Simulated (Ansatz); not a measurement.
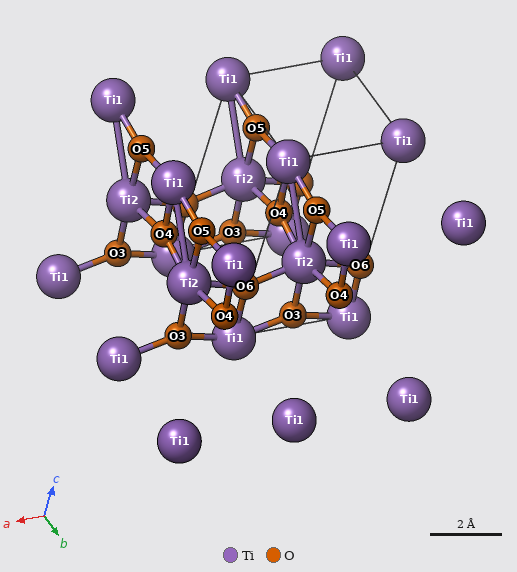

Starting structure of a crystal of TiO₂ (built on the database structure type). A ball-and-stick model of the cell of the calculation, reduced to other axes, repeated 2 × 2 × 1 with one cell outlined, seen from a free direction. Lengths and directions refer to the drawn axes.

Case: shaken.

Level of theory: DFT, PBEsol, plane waves, PAW (Ansatz 0.2.0).

The input:
```yaml
crystal:
  lattice:
    - [-1.8444584308, 1.9571448614, 4.7624835206]
    - [1.789322193, -1.8077887325, 4.6818546561]
    - [1.8813939775, 1.8447242792, -4.7035942071]
  atoms:
    - { symbol: Ti, position: [-0.0065320277, 0.0096657294, -0.0012888812] }
    - { symbol: Ti, position: [0.7605020199, 0.2528788101, 0.5215601647] }
    - { symbol: O, position: [0.9543660913, 0.4642461841, 0.5109565923] }
    - { symbol: O, position: [0.2030551285, 0.1982485955, -0.0175899492] }
    - { symbol: O, position: [0.543414196, 0.0362125974, 0.5056458553] }
    - { symbol: O, position: [0.7970429925, 0.7972095089, -0.0008452724] }
kpoints:
  mp_grid: { grid: [6, 6, 6] }
hamiltonian:
  xc: pbesol
scf:
  occupations: { method: fermi_dirac, width: 0.05 }
relax:
  f_tol: 0.01
  cell: {}
  max_steps: 120
```

Launched with:
```bash
ansatz run input.yaml --threads 2 --pin off --max-ram 2211MiB --backend cpu --events-out ev --progress --plain --runs-dir out
```

Predict the outcome.

The atom that moves furthest relative to the cell is Ti2 (0.064 Å along [−2 3 −2]). By element the largest moves are Ti 0.064 Å, O 0.062 Å. The drawn cell changes as follows: a 3.671 → 3.770 Å (+2.7 %), b 3.803 → 3.770 Å (−0.9 %), c 5.328 → 5.470 Å (+2.7 %), α 108.8° → 110.1°, β 109.1° → 110.2°, γ 91.1° → 90.0°; the volume changes by +3.0 %. Near-neighbour distances that change, for instance: Ti1–Ti2 2.885 → 3.042 Å, Ti2–O4 2.024 → 1.928 Å, Ti2–O4 (another image) 1.843 → 1.928 Å, Ti1–O5 1.996 → 1.928 Å. Among the angles between lasting bonds that change: Ti2–O6–Ti2 150.1° → 155.7°, Ti1–O5–Ti2 97.4° → 102.2°, Ti1–O5–Ti1 160.3° → 155.7°. The space group (tolerance 0.01 Å) goes from P1 (No. 1) to I4_1/amd (No. 141). The energy falls by 32.6 meV per atom in 5 accepted moves (8 points after the start). The largest force component goes from 1.1 to 0.00015 eV/Å. Pressure: 8.31 GPa at the start and 0.00 GPa at the end. The SCF was repeated 3 times at an unchanged geometry on a basis and grid sized afresh for the cell, which shifted the energy by 2.2 meV per atom at most.

History of the run:

```csv
step,"E − E(0), meV/atom","largest force component, eV/Å","pressure, GPa","volume, Å³/atom",note
0,0.00,1.0979,8.31,10.979,
1,-23.43,0.5070,2.15,11.240,
2,-30.14,0.0335,-0.38,11.306,
3,-30.31,0.0036,0.02,11.290,
4,-32.55,0.0037,0.36,11.290,"same geometry, new basis"
5,-32.53,0.0021,0.01,11.311,
6,-32.62,0.0021,0.02,11.311,"same geometry, new basis"
7,-32.61,0.0001,0.00,11.312,
8,-32.62,0.0001,0.00,11.312,"same geometry, new basis"
```

After the run, drawn alike:

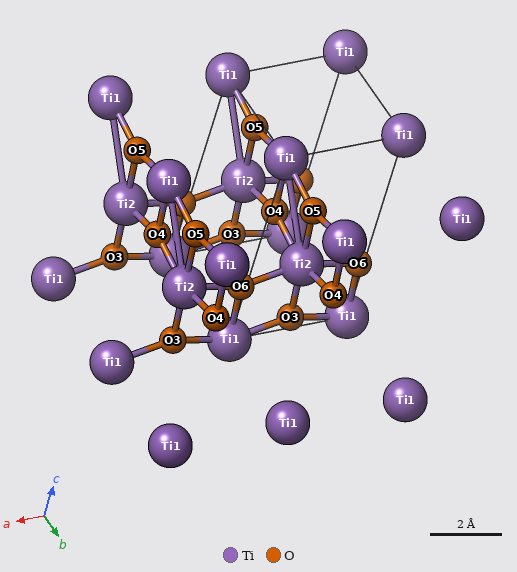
